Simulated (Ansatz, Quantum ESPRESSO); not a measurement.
# Complex bands of SrO, rock salt type, lattice constant set to 5.274 Å, part 2 of 4

How good a tunnel barrier is SrO, rock salt type, lattice constant set to 5.274 Å?

Quantum ESPRESSO 7.5; plane-wave DFT, LDA, GBRV ultrasoft pseudopotentials; cross-check by Ansatz 0.2.0 with PAW datasets.

So far. Step 2 (SCF with pw.x): The run needed 13 iterations to bring the estimated error under 1e-09 Ry.

### Step 3. Complex bands with pwcond.x

Level of this step: complex band structure by pwcond; plane-wave DFT, LDA, GBRV ultrasoft pseudopotentials (Quantum ESPRESSO).

ikind = 0 solves one period of the crystal for all kz, real and complex, at each energy and k across. ewind and epsproj trim the two-dimensional plane-wave basis; nz1 sets the subslabs.

File cbs.in:

```
&inputcond
  outdir = './out'
  prefixl = 'scf'
  band_file = 'cbs'
  ikind = 0
  ewind = 4.0
  epsproj = 1e-05
  nz1 = 7
  energy0 = 7.44
  denergy = -0.24
/
4
  0.00000000 0.00000000 1.00000000
  0.50000000 0.00000000 1.00000000
  0.50000000 0.50000000 1.00000000
  0.25000000 0.00000000 1.00000000
40
```

Started as:

```sh
OMP_NUM_THREADS=1 mpirun -n 2 pwcond.x -in cbs.in > cbs.out
```

The program printed:

```text
[banner, memory and clock lines left out]
Program PWCOND v.7.5 starts

          URL

     ./out/scf.save/

     IMPORTANT: XC functional enforced from input :
     Exchange-correlation= PZ
                           (   1   1   0   0   0   0   0)
     Any further DFT definition will be discarded
     Please, verify this is what you really want

     Check: negative core charge=   -0.000003

     negative rho (up, down):  1.296E-01 0.000E+00
     Reading collected, re-writing distributed wavefunctions

===== INPUT FILE containing the left lead =====

     GEOMETRY:

     lattice parameter (alat)  =       7.0473  a.u.
     the volume                =     494.9792 (a.u.)^3
     the cross section         =      49.6647 (a.u.)^2
     l of the unit cell        =       1.4142 (alat)
     number of atoms/cell      =            4
     number of atomic types    =            2

     crystal axes: (cart. coord. in units of alat)
               a(1) = (  1.0000  0.0000  0.0000 )
               a(2) = (  0.0000  1.0000  0.0000 )
               a(3) = (  0.0000  0.0000  1.4142 )

   Cartesian axes

     site n.     atom                  positions (alat units)
          1        Sr     tau(  1)=(  0.0000  0.0000  1.4142  )
          2        O      tau(  2)=(  0.5000  0.5000  1.4142  )
          3        Sr     tau(  3)=(  0.5000  0.5000  0.7071  )
          4        O      tau(  4)=(  0.0000  0.0000  0.7071  )

     nr1s                      =           30
     nr2s                      =           30
     nr3s                      =           45
     nr1sx                     =           30
     nr2sx                     =           30
     nr3sx                     =           45
     nr1                       =           32
     nr2                       =           32
     nr3                       =           45
     nr1x                      =           32
     nr2x                      =           32
     nr3x                      =           45

 _______________________________
  Radii of nonlocal spheres:

     type       ibeta     ang. mom.          radius (alat units)
       Sr         1         0                    0.2415
       Sr         2         0                    0.2415
       Sr         3         1                    0.2415
       Sr         4         1                    0.2415
       Sr         5         2                    0.2415
       Sr         6         2                    0.2415
       O          1         0                    0.1778
       O          2         0                    0.1778
       O          3         1                    0.1778
       O          4         1                    0.1778
       O          5         2                    0.1778
----- General information -----

----- Complex band structure calculation -----

     nrx                       =           30
     nry                       =           30
     nz1                       =            7

     energy0               =         7.4E+00
     denergy               =        -2.4E-01
     nenergy               =         40
     ecut2d                =         4.0E+01
     ewind                 =         4.0E+00
     epsproj               =         1.0E-05

     number of k_|| points=    4
                       cryst. coord.
        k(    1) = (   0.0000000   0.0000000), wk =   0.2500000
        k(    2) = (   0.5000000   0.0000000), wk =   0.2500000
        k(    3) = (   0.5000000   0.5000000), wk =   0.2500000
        k(    4) = (   0.2500000   0.0000000), wk =   0.2500000
----- Information about left lead -----

     nocros                   =           31
     noins                    =           31
     norb                     =           93
     norbf                    =           93
     nrz                      =           45

      iorb      type   ibeta   ang. mom.   m       position (alat)
        1        1       1        0        1   taunew(   1)=(  0.0000  0.0000  0.0000)
        2        1       2        0        1   taunew(   2)=(  0.0000  0.0000  0.0000)
        3        1       3        1        1   taunew(   3)=(  0.0000  0.0000  0.0000)
        4        1       3        1        2   taunew(   4)=(  0.0000  0.0000  0.0000)
        5        1       3        1        3   taunew(   5)=(  0.0000  0.0000  0.0000)
        6        1       4        1        1   taunew(   6)=(  0.0000  0.0000  0.0000)
        7        1       4        1        2   taunew(   7)=(  0.0000  0.0000  0.0000)
        8        1       4        1        3   taunew(   8)=(  0.0000  0.0000  0.0000)
        9        1       5        2        1   taunew(   9)=(  0.0000  0.0000  0.0000)
       10        1       5        2        2   taunew(  10)=(  0.0000  0.0000  0.0000)
       11        1       5        2        3   taunew(  11)=(  0.0000  0.0000  0.0000)
       12        1       5        2        4   taunew(  12)=(  0.0000  0.0000  0.0000)
       13        1       5        2        5   taunew(  13)=(  0.0000  0.0000  0.0000)
       14        1       6        2        1   taunew(  14)=(  0.0000  0.0000  0.0000)
       15        1       6        2        2   taunew(  15)=(  0.0000  0.0000  0.0000)
       16        1       6        2        3   taunew(  16)=(  0.0000  0.0000  0.0000)
       17        1       6        2        4   taunew(  17)=(  0.0000  0.0000  0.0000)
       18        1       6        2        5   taunew(  18)=(  0.0000  0.0000  0.0000)
       19        2       1        0        1   taunew(  19)=(  0.5000  0.5000  0.0000)
       20        2       2        0        1   taunew(  20)=(  0.5000  0.5000  0.0000)
       21        2       3        1        1   taunew(  21)=(  0.5000  0.5000  0.0000)
       22        2       3        1        2   taunew(  22)=(  0.5000  0.5000  0.0000)
       23        2       3        1        3   taunew(  23)=(  0.5000  0.5000  0.0000)
       24        2       4        1        1   taunew(  24)=(  0.5000  0.5000  0.0000)
       25        2       4        1        2   taunew(  25)=(  0.5000  0.5000  0.0000)
       26        2       4        1        3   taunew(  26)=(  0.5000  0.5000  0.0000)
       27        2       5        2        1   taunew(  27)=(  0.5000  0.5000  0.0000)
       28        2       5        2        2   taunew(  28)=(  0.5000  0.5000  0.0000)
       29        2       5        2        3   taunew(  29)=(  0.5000  0.5000  0.0000)
       30        2       5        2        4   taunew(  30)=(  0.5000  0.5000  0.0000)
       31        2       5        2        5   taunew(  31)=(  0.5000  0.5000  0.0000)
       32        1       1        0        1   taunew(  32)=(  0.5000  0.5000  0.7071)
       33        1       2        0        1   taunew(  33)=(  0.5000  0.5000  0.7071)
       34        1       3        1        1   taunew(  34)=(  0.5000  0.5000  0.7071)
       35        1       3        1        2   taunew(  35)=(  0.5000  0.5000  0.7071)
       36        1       3        1        3   taunew(  36)=(  0.5000  0.5000  0.7071)
       37        1       4        1        1   taunew(  37)=(  0.5000  0.5000  0.7071)
       38        1       4        1        2   taunew(  38)=(  0.5000  0.5000  0.7071)
       39        1       4        1        3   taunew(  39)=(  0.5000  0.5000  0.7071)
       40        1       5        2        1   taunew(  40)=(  0.5000  0.5000  0.7071)
       41        1       5        2        2   taunew(  41)=(  0.5000  0.5000  0.7071)
       42        1       5        2        3   taunew(  42)=(  0.5000  0.5000  0.7071)
       43        1       5        2        4   taunew(  43)=(  0.5000  0.5000  0.7071)
       44        1       5        2        5   taunew(  44)=(  0.5000  0.5000  0.7071)
       45        1       6        2        1   taunew(  45)=(  0.5000  0.5000  0.7071)
       46        1       6        2        2   taunew(  46)=(  0.5000  0.5000  0.7071)
       47        1       6        2        3   taunew(  47)=(  0.5000  0.5000  0.7071)
       48        1       6        2        4   taunew(  48)=(  0.5000  0.5000  0.7071)
       49        1       6        2        5   taunew(  49)=(  0.5000  0.5000  0.7071)
       50        2       1        0        1   taunew(  50)=(  0.0000  0.0000  0.7071)
       51        2       2        0        1   taunew(  51)=(  0.0000  0.0000  0.7071)
       52        2       3        1        1   taunew(  52)=(  0.0000  0.0000  0.7071)
       53        2       3        1        2   taunew(  53)=(  0.0000  0.0000  0.7071)
       54        2       3        1        3   taunew(  54)=(  0.0000  0.0000  0.7071)
       55        2       4        1        1   taunew(  55)=(  0.0000  0.0000  0.7071)
       56        2       4        1        2   taunew(  56)=(  0.0000  0.0000  0.7071)
       57        2       4        1        3   taunew(  57)=(  0.0000  0.0000  0.7071)
       58        2       5        2        1   taunew(  58)=(  0.0000  0.0000  0.7071)
       59        2       5        2        2   taunew(  59)=(  0.0000  0.0000  0.7071)
       60        2       5        2        3   taunew(  60)=(  0.0000  0.0000  0.7071)
       61        2       5        2        4   taunew(  61)=(  0.0000  0.0000  0.7071)
       62        2       5        2        5   taunew(  62)=(  0.0000  0.0000  0.7071)
       63        1       1        0        1   taunew(  63)=(  0.0000  0.0000  1.4142)
       64        1       2        0        1   taunew(  64)=(  0.0000  0.0000  1.4142)
       65        1       3        1        1   taunew(  65)=(  0.0000  0.0000  1.4142)
       66        1       3        1        2   taunew(  66)=(  0.0000  0.0000  1.4142)
       67        1       3        1        3   taunew(  67)=(  0.0000  0.0000  1.4142)
       68        1       4        1        1   taunew(  68)=(  0.0000  0.0000  1.4142)
       69        1       4        1        2   taunew(  69)=(  0.0000  0.0000  1.4142)
       70        1       4        1        3   taunew(  70)=(  0.0000  0.0000  1.4142)
       71        1       5        2        1   taunew(  71)=(  0.0000  0.0000  1.4142)
       72        1       5        2        2   taunew(  72)=(  0.0000  0.0000  1.4142)
       73        1       5        2        3   taunew(  73)=(  0.0000  0.0000  1.4142)
       74        1       5        2        4   taunew(  74)=(  0.0000  0.0000  1.4142)
       75        1       5        2        5   taunew(  75)=(  0.0000  0.0000  1.4142)
       76        1       6        2        1   taunew(  76)=(  0.0000  0.0000  1.4142)
       77        1       6        2        2   taunew(  77)=(  0.0000  0.0000  1.4142)
       78        1       6        2        3   taunew(  78)=(  0.0000  0.0000  1.4142)
       79        1       6        2        4   taunew(  79)=(  0.0000  0.0000  1.4142)
       80        1       6        2        5   taunew(  80)=(  0.0000  0.0000  1.4142)
       81        2       1        0        1   taunew(  81)=(  0.5000  0.5000  1.4142)
       82        2       2        0        1   taunew(  82)=(  0.5000  0.5000  1.4142)
       83        2       3        1        1   taunew(  83)=(  0.5000  0.5000  1.4142)
       84        2       3        1        2   taunew(  84)=(  0.5000  0.5000  1.4142)
       85        2       3        1        3   taunew(  85)=(  0.5000  0.5000  1.4142)
       86        2       4        1        1   taunew(  86)=(  0.5000  0.5000  1.4142)
       87        2       4        1        2   taunew(  87)=(  0.5000  0.5000  1.4142)
       88        2       4        1        3   taunew(  88)=(  0.5000  0.5000  1.4142)
       89        2       5        2        1   taunew(  89)=(  0.5000  0.5000  1.4142)
       90        2       5        2        2   taunew(  90)=(  0.5000  0.5000  1.4142)
       91        2       5        2        3   taunew(  91)=(  0.5000  0.5000  1.4142)
       92        2       5        2        4   taunew(  92)=(  0.5000  0.5000  1.4142)
       93        2       5        2        5   taunew(  93)=(  0.5000  0.5000  1.4142)
 ngper, shell number =          161          25
 ngper, n2d =          161          97
---  E-Ef =    7.4400000  k =    0.0000000   0.0000000
---  ie =          1  ik =          1
 Nchannels of the left tip =            2
 Right moving states:
   k1(2pi/a)   k2(2pi/a)   E-Ef (eV)
   0.4019221   0.0000000   7.4400000
   0.4019221   0.0000000   7.4400000
 Left moving states:
   k1(2pi/a)   k2(2pi/a)   E-Ef (eV)
  -0.4019221  -0.0000000   7.4400000
  -0.4019221  -0.0000000   7.4400000

---  E-Ef =    7.2000000  k =    0.0000000   0.0000000
---  ie =          2  ik =          1
 Nchannels of the left tip =            3
 Right moving states:
   k1(2pi/a)   k2(2pi/a)   E-Ef (eV)
  -0.0572258  -0.0000000   7.2000000
   0.3630332   0.0000000   7.2000000
   0.3630332   0.0000000   7.2000000
 Left moving states:
   k1(2pi/a)   k2(2pi/a)   E-Ef (eV)
   0.0572258  -0.0000000   7.2000000
  -0.3630332  -0.0000000   7.2000000
  -0.3630332  -0.0000000   7.2000000
[... further energies and points left out ...]
---  E-Ef =   -1.6800000  k =    0.2500000   0.0000000
---  ie =         39  ik =          4
 Nchannels of the left tip =            0
 Right moving states:
   k1(2pi/a)   k2(2pi/a)   E-Ef (eV)
 Left moving states:
   k1(2pi/a)   k2(2pi/a)   E-Ef (eV)

---  E-Ef =   -1.9200000  k =    0.2500000   0.0000000
---  ie =         40  ik =          4
 Nchannels of the left tip =            0
 Right moving states:
   k1(2pi/a)   k2(2pi/a)   E-Ef (eV)
 Left moving states:
   k1(2pi/a)   k2(2pi/a)   E-Ef (eV)

Note: The following floating-point exceptions are signalling: IEEE_UNDERFLOW_FLAG IEEE_DENORMAL
Note: The following floating-point exceptions are signalling: IEEE_UNDERFLOW_FLAG IEEE_DENORMAL
```

Wall time 98 s (2 MPI ranks of Intel Xeon Platinum 8375C at 2.90GHz (Ice Lake), shared host); peak memory 0.15 GiB.

Numbers from this step:

- peak of the smallest κ at the zone centre: 0.247 Å⁻¹
- energy of the peak at the zone centre: 1.68 eV
- peak of the smallest κ at (1/2, 0): 0.427 Å⁻¹
- peak of the smallest κ at (1/2, 1/2): 0.359 Å⁻¹
- peak of the smallest κ at (1/4, 0): 0.329 Å⁻¹

K across = (0, 0) in the cell's reciprocal vectors; values within 0.0025 1/Å of each other count once, columns are sorted by size at each energy, a dash where no further value was kept. Table of Im kz of the slowest decaying states by energy, zero at the highest filled level of the SCF mesh:

```tsv
energy (eV)	decay 1 (Å⁻¹)	decay 2 (Å⁻¹)	decay 3 (Å⁻¹)
-1.92	0.305	0.946	1.23
-1.20	0.816	1.14	1.37
-0.48	0.093	0.575	1.05
0.00	0.014	0.024	0.278
0.24	0.134	0.322	0.399
0.96	0.226	0.405	0.562
1.68	0.247	0.452	0.592
2.40	0.224	0.481	0.5
3.12	0.119	0.158	0.497
3.84	0.497	0.504	0.701
4.56	0.421	0.501	0.6
5.28	0.307	0.491	0.515
6.00	0.017	0.439	0.471
6.72	0.25	0.358	0.437
7.44	0.151	0.251	0.315
```

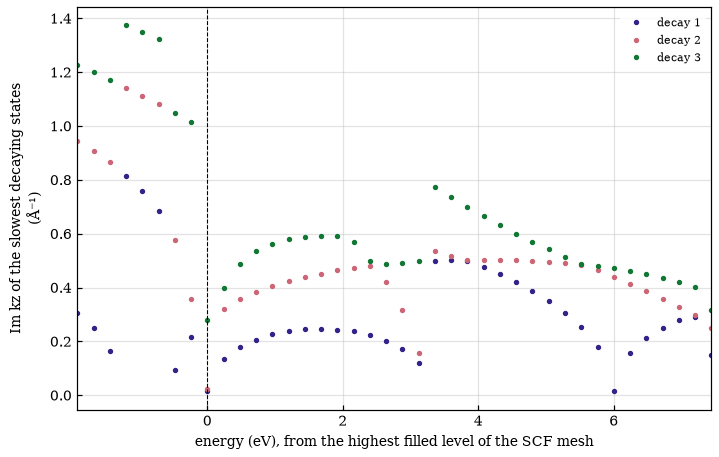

Im kz of the slowest decaying states against energy.

K across = (0, 0) in the cell's reciprocal vectors. The Re kz of states that move upwards by energy, zero at the highest filled level of the SCF mesh:

```tsv
energy (eV)	channel 1 (Å⁻¹)	channel 2 (Å⁻¹)	channel 3 (Å⁻¹)
-1.92	-	-	-
-1.44	-	-	-
-0.72	-0.299	-0.196	-
-0.24	-0.149	-	-
0.00	-	-	-
0.24	-	-	-
0.72	-	-	-
1.44	-	-	-
1.92	-	-	-
2.40	-	-	-
3.12	-	-	-
3.60	0.168	0.362	-
4.08	0.301	0.542	-
4.80	-0.443	0.479	-
5.28	-0.315	0.593	-
5.76	-0.488	-0.167	-
6.24	-0.376	0.187	0.187
6.96	-0.184	0.383	0.383
7.44	0.479	0.479	-
```

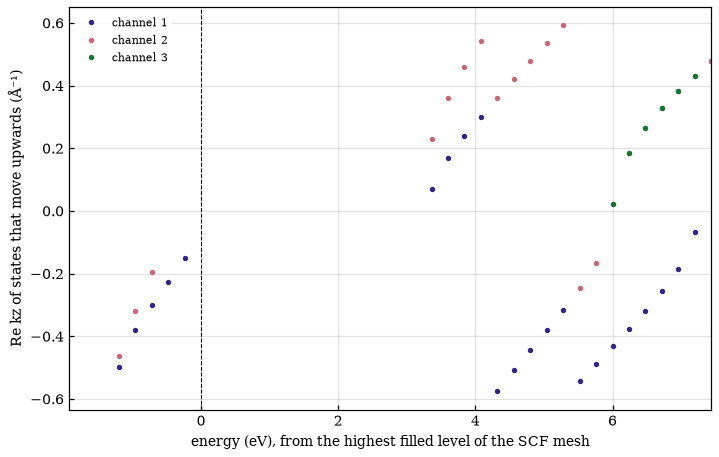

Re kz of states that move upwards, plotted against energy.

K across = (1/2, 0) in the cell's reciprocal vectors; values within 0.0025 1/Å of each other count once, columns are sorted by size at each energy, a dash where no further value was kept. The Im kz of the slowest decaying states by energy, zero at the highest filled level of the SCF mesh:

```tsv
energy (eV)	decay 1 (Å⁻¹)	decay 2 (Å⁻¹)	decay 3 (Å⁻¹)
-1.92	0.595	0.756	1.84
-1.20	0.274	0.377	0.462
-0.48	0.547	0.559	1.73
0.00	0.256	0.608	0.655
0.24	0.299	0.622	0.684
0.96	0.371	0.642	0.732
1.68	0.406	0.638	0.747
2.40	0.423	0.617	0.745
3.12	0.427	0.582	0.73
3.84	0.418	0.53	0.704
4.56	0.398	0.455	0.668
5.28	0.346	0.62	1.03
6.00	0.235	0.558	0.824
6.72	0.472	0.487	0.637
7.44	0.32	0.33	0.814
```

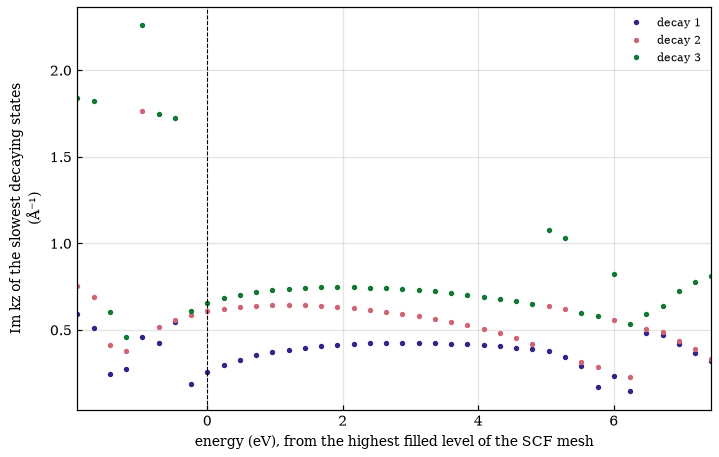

Im kz of the slowest decaying states against energy.

K across = (1/2, 1/2) in the cell's reciprocal vectors; values within 0.0025 1/Å of each other count once, columns are sorted by size at each energy, a dash where no further value was kept. The Im kz of the slowest decaying states by energy, zero at the highest filled level of the SCF mesh:

```tsv
energy (eV)	decay 1 (Å⁻¹)	decay 2 (Å⁻¹)	decay 3 (Å⁻¹)
-0.96	0.603	1.80	2.12
0.00	0.13	0.201	0.751
0.96	0.321	0.373	0.93
1.92	0.331	0.384	1.00
2.88	0.181	0.409	1.04
4.08	0.406	1.06	1.30
5.04	0.38	1.07	1.18
6.00	0.323	1.04	1.07
6.96	0.181	0.879	1.07
```

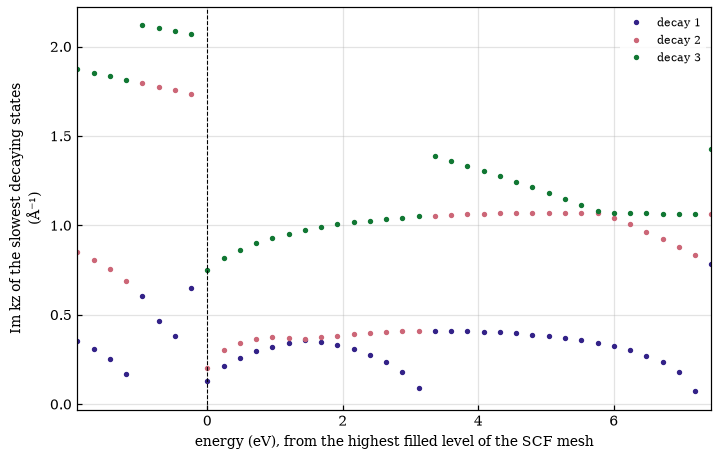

Im kz of the slowest decaying states against energy.

K across = (1/4, 0) in the cell's reciprocal vectors; values within 0.0025 1/Å of each other count once, columns are sorted by size at each energy, a dash where no further value was kept. The Im kz of the slowest decaying states by energy, zero at the highest filled level of the SCF mesh:

```tsv
energy (eV)	decay 1 (Å⁻¹)	decay 2 (Å⁻¹)	decay 3 (Å⁻¹)
-0.96	0.078	0.375	0.574
0.00	0.142	0.294	0.522
0.96	0.292	0.405	0.595
1.92	0.327	0.454	0.588
2.88	0.318	0.477	0.546
4.08	0.234	0.43	0.449
5.04	0.301	0.44	0.474
6.00	0.157	0.272	0.448
6.96	0.097	0.414	0.468
```

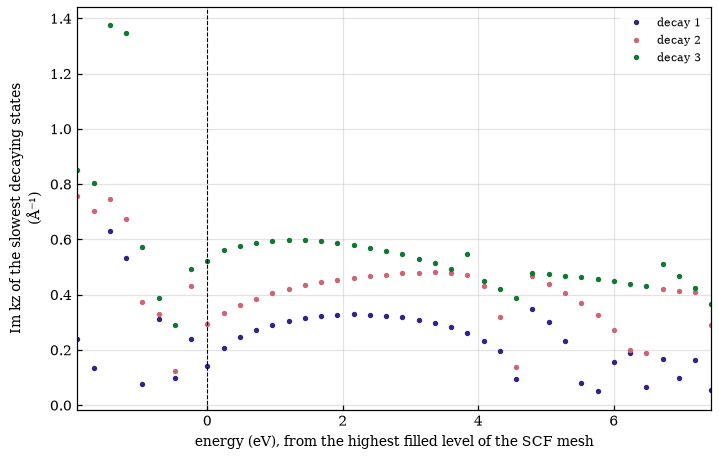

Im kz of the slowest decaying states against energy.

The program's own clock; routines nest. Time by routine:

```tsv
routine	wall time (s)	calls
PWCOND	97.41	1
scatter_forw	53.85	160
compbs	42.04	160
compbs_2	40.18	160
local	1.01	4
init	0.49	1
poten	0.07	1
```

[end of part 2 of 4]

[Logs are printed without paths, hosts, clocks, repeated set-up lines and the standing remarks that a program may print on its own settings, such as how far it seeks lower states.]

[Hosts, paths, dates, database ids (printed as entryN), source tags and the programs' standing remarks are cut or masked in the printed files.]

[Maps of the electrostatic potential energy from Ansatz leave out the sawtooth potential of an applied field or a dipole correction, so their vacuum need not be flat; planar profiles and work functions include it.]
